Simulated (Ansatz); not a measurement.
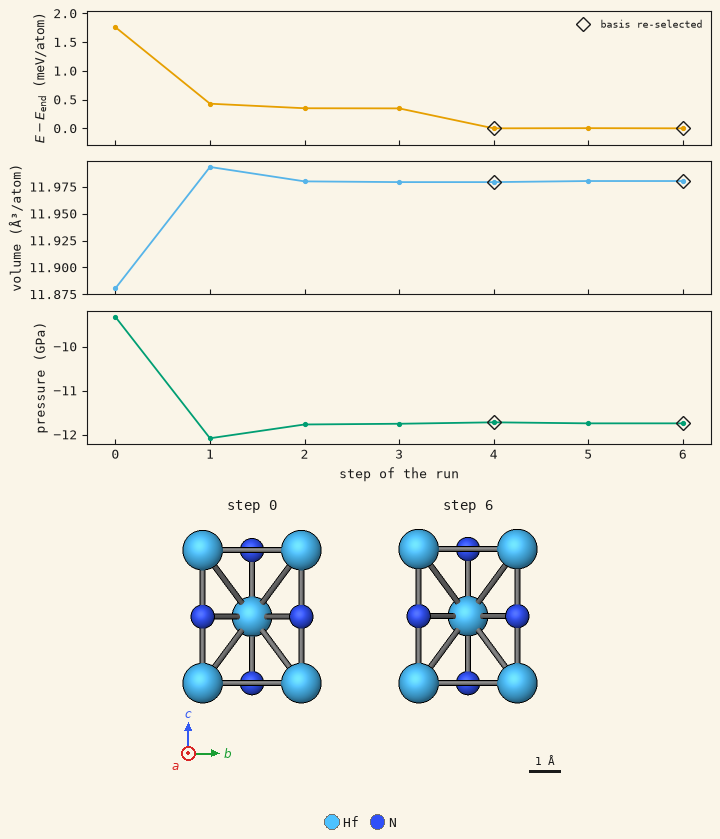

First and last geometry of a relaxation of solid HfN (set up in I4/mmm), with the history of the run. The picture is a ball-and-stick view of the cell of the calculation, seen along the a axis.

Case: biaxial strain in the a-b plane of +3.0 %; c and atoms relaxed.

The calculation used DFT PBEsol, scalar-relativistic, plane waves, PAW (Ansatz). (plane-wave cutoff 420 eV; k-point mesh 16 × 16 × 12; occupations gaussian; smearing width 0.1 eV; no spin polarisation; cell relaxed at fixed a, b, gamma; force threshold 0.008 eV/Å; at most 40 steps)

> What do the curves and the structures tell?

It converged. No atom moves by more than 0.005 Å relative to the cell. The volume changes by +0.8 %, with a = b unchanged at 3.279 Å, c 4.421 → 4.458 Å (+0.8 %). Near-neighbour distances that change, for instance: Hf–N 2.210 → 2.229 Å, Hf–Hf 3.203 → 3.216 Å. The space group stays I4/mmm (No. 139). Over 4 accepted moves (6 points after the start) the energy falls by 1.8 meV per atom. All forces vanish by symmetry, so only the cell relaxes. Pressure: −9.33 GPa at the start and −11.75 GPa at the end. At 2 points the geometry stayed and the basis and grid were re-selected for the new cell (energy shift of 0.3 meV per atom at most each time). Cost: 6.9 min on 1 thread of Intel(R) Xeon(R) Processor @ 2.50GHz (Skylake/Cascade Lake), with other jobs on the host, peak memory 0.7 GiB.
